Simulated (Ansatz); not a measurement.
The Ansatz input:

```
crystal:
  lattice:
    - [4.7247254636, 0.0, 0.0]
    - [-2.3623627318, 4.0917322773, 0.0]
    - [0.0, 0.0, 6.9506518143]
  atoms:
    - { symbol: Al, position: [0.0, 0.0, 0.0] }
    - { symbol: Cu, position: [0.5, 0.0, 0.5] }
    - { symbol: Cu, position: [0.0, 0.5, 0.5] }
    - { symbol: Cu, position: [0.5, 0.5, 0.5] }
    - { symbol: Cu, position: [0.0, 0.0, 0.6663912734] }
    - { symbol: Cu, position: [0.0, 0.0, 0.3336087266] }
basis:
  ecutwfc: 420
kpoints:
  mp_grid: { grid: [12, 12, 6] }
  band_path:
    path:
      - [[0.0, 0.0, 0.0], [0.5, 0.0, 0.0], [0.33333333, 0.33333333, 0.0], [0.0, 0.0, 0.0], [0.0, 0.0, 0.5], [0.5, 0.0, 0.5], [0.33333333, 0.33333333, 0.5], [0.0, 0.0, 0.5]]
      - [[0.5, 0.0, 0.5], [0.5, 0.0, 0.0]]
      - [[0.33333333, 0.33333333, 0.5], [0.33333333, 0.33333333, 0.0]]
    npoints: 14
hamiltonian:
  xc: pbe
scf:
  occupations: { method: gaussian, width: 0.1 }
  n_extra_bands: 15
output:
  forces: true
  stress: true
  eigenvalues: true
  populations: true
  dos: { projected: true, de: 0.02, nscf_kmesh: { grid: [15, 15, 8] } }
  bader: true
  write_density: true
  write_potential: true
  elf: true
  volumetric_format: npy
```

Launched with:
```bash
ansatz run input.yaml --threads 1 --pin off --max-ram 2560MiB --backend cpu --events-out ev --progress --plain --runs-dir out
```

What will the density of states look like?

It is a metal. The density of states at the Fermi level is about 2.6 per eV and cell (mean within 0.25 eV), or 0.44 per atom. By projected weight, the states within 0.3 eV of the Fermi level are Al 3p (45 %), Cu 4s (30 %) and Cu 3d (25 %). Over the range shown, the centre of the Cu 3d weight lies 2.5 eV below the Fermi level, and the shell is essentially full.

The structure is an invented one, so it need not be a known or stable phase.

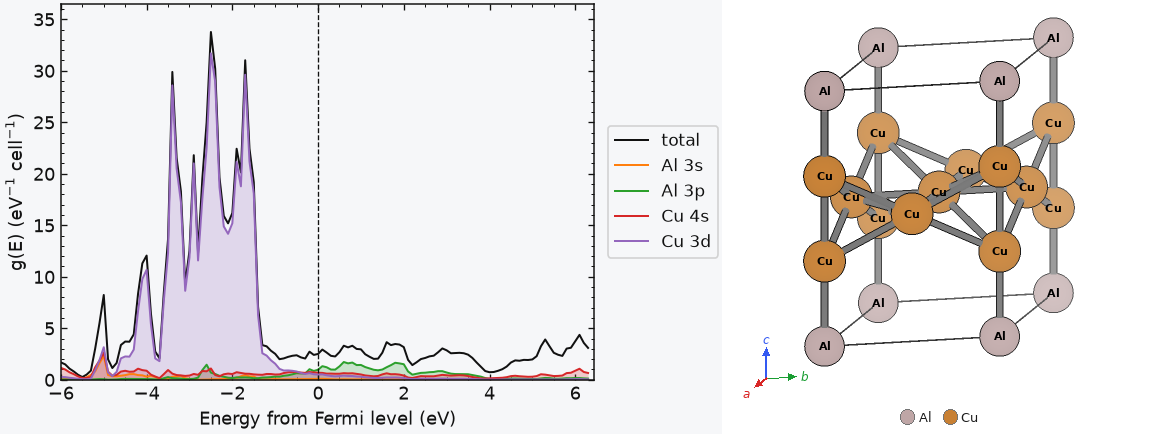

Density of states, beside the structure. Energies are counted from the Fermi level. The partial curves are projected on Löwdin-orthogonalised atomic shells; they sum to less than the total at higher energies, where shells without a projector contribute.
